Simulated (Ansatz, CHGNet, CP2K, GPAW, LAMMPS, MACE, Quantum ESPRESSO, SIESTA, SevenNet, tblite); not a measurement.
**Running In2O3 with crystalline order left by the classical run (85 atoms) with Quantum ESPRESSO**

Wanted: Quantum ESPRESSO inputs and outputs for In2O3 with crystalline order left by the classical run (85 atoms), checked against a plane-wave reference.

Main program and level: Quantum ESPRESSO 7.5; the method is named at each step.

## 1. The structure

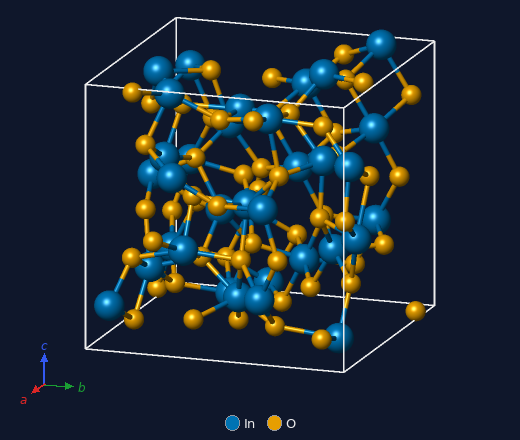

Start, viewed slightly off an axis; indium blue, oxygen orange. Bonds to atoms that aren't drawn are left out. Some periodic images of atoms are drawn too.

The cell holds 85 atoms: 34 In and 51 O. Its edges and angles: a = 10.561 Å, b = 10.561 Å, c = 10.561 Å, α = 90.0°, β = 90.0°, γ = 90.0°. 85 atoms (34 Sc, 51 O) placed at random at 3.63 g/cm³, melted at 5000 K for 10 ps at fixed volume with the Morse and Coulomb pair potential with partial charges (Pedone, Malavasi, Menziani, Cormack and Segre, J. Phys. Chem. B 110, 11780 (2006)). Quenched from 5000 K to 300 K at 10 K/ps and fixed volume, held 10 ps at zero pressure, then minimised at fixed cell. Then Sc was replaced by In and the cell scaled by 1.038 (the potential has no terms for the new elements, so the cell is a start for a DFT relaxation).

The yardstick, on the same geometry:

- method: Kohn-Sham DFT, PBE, PAW, plane waves (Ansatz 0.2.0); cutoff 420 eV, Γ point, fermi-dirac smearing of 0.05 eV; PAW set soft_2
- r.m.s. force component: 0.2336 eV/Å
- longest force: 1.087 eV/Å
- pressure: -2.215 GPa
- spacing of highest filled and lowest empty level: 0.2719 eV
- SCF cycles: 11
- time: 22 s on 4 threads of Arm Neoverse V2, shared host
- CPU time: 82 s

## 2. PBE, sssp-1.3.0-efficiency, 60/480 Ry

Method: Kohn-Sham DFT, PBE, SSSP efficiency 1.3.0 pseudopotentials, plane waves.

File pw.in:

```
&control
  calculation = 'scf'
  pseudo_dir = './pseudo'
  outdir = './tmp'
  disk_io = 'none'
  tprnfor = .true.
  tstress = .true.
/
&system
  ibrav = 0
  nat = 85
  ntyp = 2
  ecutwfc = 60
  ecutrho = 480
  nosym = .true.
  occupations = 'smearing'
  smearing = 'fd'
  degauss = 0.003675
/
&electrons
  conv_thr = 4.3e-07
  electron_maxstep = 100
  mixing_beta = 0.4
  mixing_mode = 'plain'
  diagonalization = 'david'
/
ATOMIC_SPECIES
In 114.818 In.upf
O 15.999 O.upf
CELL_PARAMETERS angstrom
10.56142 0.00000 0.00000
0.00000 10.56142 0.00000
0.00000 0.00000 10.56142
ATOMIC_POSITIONS crystal
In 0.08861 0.82545 0.99279
In 0.17585 0.56740 0.84533
In 0.72887 0.53097 0.52458
In 0.93215 0.64855 0.22476
In 0.80020 0.63705 0.87605
In 0.96004 0.32046 0.66446
In 0.16792 0.34920 0.35344
In 0.94329 0.07256 0.15580
In 0.97805 0.67851 0.57987
In 0.34355 0.59318 0.57503
In 0.14543 0.10646 0.86571
In 0.49429 0.78268 0.31913
In 0.73165 0.95429 0.43148
In 0.26491 0.07714 0.20687
In 0.55035 0.44096 0.83289
In 0.04936 0.37513 0.04461
In 0.35500 0.33490 0.07932
In 0.61460 0.11363 0.22319
In 0.44751 0.72974 0.96346
In 0.06566 0.07925 0.48877
In 0.82022 0.31530 0.35421
In 0.67620 0.47800 0.15671
In 0.28105 0.30552 0.69936
In 0.61596 0.78496 0.68349
In 0.78623 0.25053 0.93372
In 0.17151 0.83288 0.35198
In 0.26653 0.58948 0.20635
In 0.24081 0.85083 0.71768
In 0.71930 0.88187 0.04844
In 0.64132 0.18006 0.65147
In 0.86301 0.97388 0.73963
In 0.46482 0.33564 0.42209
In 0.45005 0.08963 0.91879
In 0.38305 0.04341 0.50984
O 0.23065 0.49028 0.02783
O 0.93120 0.48805 0.56596
O 0.41739 0.77024 0.65204
O 0.20132 0.99779 0.02929
O 0.28811 0.18067 0.39387
O 0.99193 0.74050 0.39497
O 0.52641 0.50470 0.52572
O 0.84568 0.36385 0.10506
O 0.58339 0.64498 0.84147
O 0.44756 0.67720 0.15447
O 0.83797 0.17557 0.74641
O 0.33692 0.02197 0.76291
O 0.11693 0.18262 0.66793
O 0.91883 0.88583 0.09386
O 0.05592 0.92988 0.80432
O 0.56595 0.08062 0.42533
O 0.64571 0.90311 0.23796
O 0.06821 0.39562 0.82374
O 0.77620 0.84151 0.85907
O 0.44640 0.23054 0.60298
O 0.66384 0.98114 0.65531
O 0.90452 0.97075 0.54344
[... 25 atom lines left out ...]
O 0.63051 0.77764 0.47002
O 0.72968 0.32036 0.53827
O 0.24630 0.41726 0.53011
O 0.78300 0.52554 0.32771
K_POINTS gamma
```

Command:

```sh
OMP_NUM_THREADS=1 mpirun -np 4 pw.x -in pw.in > output.txt
```

The program printed:

```text
Program PWSCF
     gamma-point specific algorithms are used
     one sub-group per band group will be used
     scalapack distributed-memory algorithm (size of sub-group:  2*  2 procs)
     Parallelization info
     sticks:   dense  smooth     PW     G-vecs:    dense   smooth      PW
     Min        3803    1902    473               353068   124869   15630
     Max        3806    1906    478               353074   124870   15633
     Sum       15217    7613   1901              1412283   499479   62525
     bravais-lattice index     =            0
     lattice parameter (alat)  =      19.9582  a.u.
     unit-cell volume          =    7949.9343 (a.u.)^3
     number of atoms/cell      =           85
     number of atomic types    =            2
     number of electrons       =       748.00
     number of Kohn-Sham states=          449
     kinetic-energy cutoff     =      60.0000  Ry
     charge density cutoff     =     480.0000  Ry
     scf convergence threshold =      4.3E-07
     mixing beta               =       0.4000
     number of iterations used =            8  plain     mixing
     Exchange-correlation= SLA  PW   PBX  PBC
                           (   1   4   3   4   0   0   0)
     crystal axes: (cart. coord. in units of alat)
               a(1) = (   1.000000   0.000000   0.000000 )
               a(2) = (   0.000000   1.000000   0.000000 )
               a(3) = (   0.000000   0.000000   1.000000 )
     reciprocal axes: (cart. coord. in units 2 pi/alat)
               b(1) = (  1.000000  0.000000  0.000000 )
               b(2) = (  0.000000  1.000000  0.000000 )
               b(3) = (  0.000000  0.000000  1.000000 )
     PseudoPot. # 1 for In:
     Pseudo is Ultrasoft + core correction, Zval = 13.0
     PseudoPot. # 2 for O :
     Pseudo is Projector augmented-wave + core cor, Zval =  6.0
     atomic species   valence    mass     pseudopotential
     In               13.00   114.81800     In( 1.00)
     O                 6.00    15.99900     O ( 1.00)
     No symmetry found
   Cartesian axes
     number of k points=     1  Fermi-Dirac smearing, width (Ry)=  0.0037
                       cart. coord. in units 2pi/alat
        k(    1) = (   0.0000000   0.0000000   0.0000000), wk =   2.0000000
     Dense  grid:   706142 G-vectors     FFT dimensions: ( 144, 144, 144)
     Smooth grid:   249740 G-vectors     FFT dimensions: ( 100, 100, 100)
     Initial potential from superposition of free atoms
     starting charge     747.8735, renormalised to     748.0000
     Starting wfcs are  510 randomized atomic wfcs
     Self-consistent Calculation
     iteration #  1     ecut=    60.00 Ry     beta= 0.40
     total energy              =   -7042.65699043 Ry
     estimated scf accuracy    <      25.46243141 Ry
     iteration #  2     ecut=    60.00 Ry     beta= 0.40
     total energy              =   -7050.19261846 Ry
     estimated scf accuracy    <       2.75689528 Ry
     iteration #  3     ecut=    60.00 Ry     beta= 0.40
     total energy              =   -7050.83629511 Ry
     estimated scf accuracy    <       0.74074123 Ry
     iteration #  4     ecut=    60.00 Ry     beta= 0.40
     total energy              =   -7050.91930689 Ry
     estimated scf accuracy    <       0.19217360 Ry
     iteration #  5     ecut=    60.00 Ry     beta= 0.40
     total energy              =   -7050.88729826 Ry
     estimated scf accuracy    <       0.71057991 Ry
     iteration #  6     ecut=    60.00 Ry     beta= 0.40
     total energy              =   -7050.93934023 Ry
     estimated scf accuracy    <       0.22913877 Ry
[...]
total energy              =   -7050.96312291 Ry
[...]
iteration # 15     ecut=    60.00 Ry     beta= 0.40
     total energy              =   -7050.96312358 Ry
     estimated scf accuracy    <       0.00000943 Ry
     iteration # 16     ecut=    60.00 Ry     beta= 0.40
     total energy              =   -7050.96312485 Ry
     estimated scf accuracy    <       0.00000065 Ry
     iteration # 17     ecut=    60.00 Ry     beta= 0.40
     End of self-consistent calculation
          k = 0.0000 0.0000 0.0000 ( 31263 PWs)   bands (ev):
    -9.8845  -9.7485  -9.6916  -9.5952  -9.5630  -9.5029  -9.4923  -9.4401
    -9.4307  -9.3928  -9.3319  -9.3074  -9.2664  -9.2478  -9.1713  -9.1584
    -9.1314  -9.1149  -9.0787  -9.0733  -9.0548  -9.0319  -9.0170  -9.0122
    -8.9727  -8.9611  -8.9212  -8.8858  -8.8813  -8.8431  -8.8271  -8.8016
    -8.7575  -8.7234  -8.7102  -8.6924  -8.6412  -8.6261  -8.5858  -8.5765
    -8.5588  -8.5123  -8.4739  -8.4438  -8.4220  -8.3960  -8.3749  -8.3517
[...]
15.6186  15.6819  15.7403  15.7974  15.8680  15.9653  16.0595  16.0680
    16.1066  16.1930  16.2482  16.3158  16.3442  16.3953  16.4862  16.5601
    16.6195  16.6746  16.7160  16.7460  16.7613  16.9432  16.9818  17.0242
    17.0687
     the Fermi energy is     7.9924 ev
!    total energy              =   -7050.96312491 Ry
     estimated scf accuracy    <       0.00000007 Ry
     smearing contrib. (-TS)   =      -0.00574466 Ry
     internal energy E=F+TS    =   -7050.95738026 Ry
     The total energy is F=E-TS. E is the sum of the following terms:
     one-electron contribution =   -1922.97290719 Ry
     hartree contribution      =    1608.87990604 Ry
     xc contribution           =   -2002.30644991 Ry
     ewald contribution        =   -4248.98535715 Ry
     one-center paw contrib.   =    -485.57257204 Ry
     convergence has been achieved in  17 iterations
     Forces acting on atoms (cartesian axes, Ry/au):
     atom    1 type  1   force =    -0.01592845    0.00855999    0.00685132
     atom    2 type  1   force =    -0.01788704   -0.01264466    0.00339339
     atom    3 type  1   force =    -0.03144228   -0.00828736    0.01459913
     atom    4 type  1   force =     0.01459939   -0.00680042   -0.00506000
     atom    5 type  1   force =     0.03196375   -0.02576475    0.01117217
     atom    6 type  1   force =    -0.00530504    0.01995427   -0.00031025
[...]
atom   83 type  2   force =     0.01153301    0.00055764    0.00515386
     atom   84 type  2   force =     0.01093666    0.00243380    0.00308663
     atom   85 type  2   force =     0.00802914   -0.00398579   -0.00138142
     Total force =     0.145533     Total SCF correction =     0.000735
     Computing stress (Cartesian axis) and pressure
          total   stress  (Ry/bohr**3)                   (kbar)     P=      -21.33
  -0.00030673  -0.00005101  -0.00011352          -45.12       -7.50      -16.70
  -0.00005101   0.00003634   0.00011419           -7.50        5.35       16.80
  -0.00011352   0.00011419  -0.00016451          -16.70       16.80      -24.20
     Message from routine punch:
     Nothing written, as per user request (disk_io='none')
```

It took 5 min on 4 MPI ranks of Arm Neoverse V2, shared host; peak memory 4.3 GiB.

Banners, paths, timers and routine set-up lines are dropped from the logs unmarked, and long logs keep their key lines alone; longer cuts are marked.

Against the reference:

```
r.m.s. force component                  : 0.2343 eV/Å
r.m.s. difference of force components   : 16.64 meV/Å
longest difference of force vectors     : 68.02 meV/Å
force difference over r.m.s. force      : 7.122 %
slope of forces against the reference's : 1.001
correlation of force components         : 0.9975
pressure                                : -2.132 GPa
pressure difference                     : 0.0826 GPa
```

Length of the force difference by element (eV/Å):

```csv
element,atoms,mean,most
In,34,0.029,0.068
O,51,0.023,0.068
```

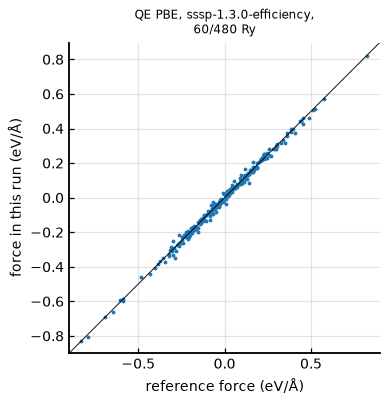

Force components against those of the reference; the line marks equality.

Local excerpt of 10 atoms (numbers count through the whole input) about In5, which bears the longest force; x, y, z are measured from there.

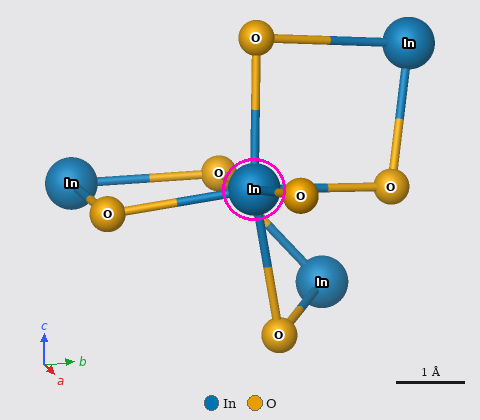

The atoms of the table, within 3.4 Å (arrows a, b, c point along x, y, z); some may hide others; the central atom is ringed.

```csv
atom,x,y,z,distance (Å),bonds,Fx,Fy,Fz (eV/Å)
In5,0.00,0.00,0.00,0.00,6,0.82,-0.66,0.29
O75,2.11,0.13,0.45,2.16,3,0.14,0.21,0.17
O53,-0.25,2.16,-0.18,2.18,4,-0.31,-0.26,-0.34
O63,-0.45,-2.12,-0.35,2.19,3,-0.28,0.06,-0.26
O70,-0.40,0.14,2.19,2.23,4,0.40,0.26,0.46
O72,-0.10,0.41,-2.28,2.32,4,-0.19,0.10,0.03
O43,-2.29,0.08,-0.37,2.32,4,0.16,0.26,-0.05
In24,-1.95,1.56,-2.03,3.22,6,-0.83,0.51,-0.20
In29,-0.85,2.59,1.82,3.28,6,-0.03,0.24,-0.06
In15,-2.64,-2.07,-0.46,3.39,5,0.09,-0.01,0.08
```

Forces lie 7.1 % from the reference's, at 15 times its CPU time.

## 3. Results

```yaml
force_difference_from_the_reference: QE PBE, sssp-1.3.0-efficiency, 60/480 Ry, 7.1 %
its_cpu_time: 20 min
```

PBE on plane waves or a grid with other potentials, cutoffs or grids differs from the reference by 7.1 % (QE PBE, sssp-1.3.0-efficiency, 60/480 Ry) of the r.m.s. force; potentials, valence shells or grid differ, and the table alone doesn't part them (QE's 60 Ry are 816 eV, against the reference's 420 eV). The quench rate of 10 K/ps is many orders above laboratory rates, so the cell is likely richer in defects and strain than a real sample. The network of bonds at the start is that of the classical potential that made the cell, and needn't be the one that DFT or experiment would give. The reference's stress is far from hydrostatic: its diagonal is -4.6, 0.4, -2.5 GPa, compression counted positive. The reference's pressure of -2.2 GPa belongs to a cell and atoms that aren't relaxed at this level. The electronic-structure runs sample only Γ, in a cell whose shortest periodic width is 11 Å.

[Also dropped from logs without a mark: logging warnings of Python, and SIESTA's first energy breakdown and zero terms.]

[Logs are printed without paths, hosts, clocks, repeated set-up lines and the standing remarks that a program may print on its own settings, such as how far it seeks lower states.]

[Hosts, paths, dates, database ids (printed as entryN), source tags and the programs' standing remarks are cut or masked in the printed files.]
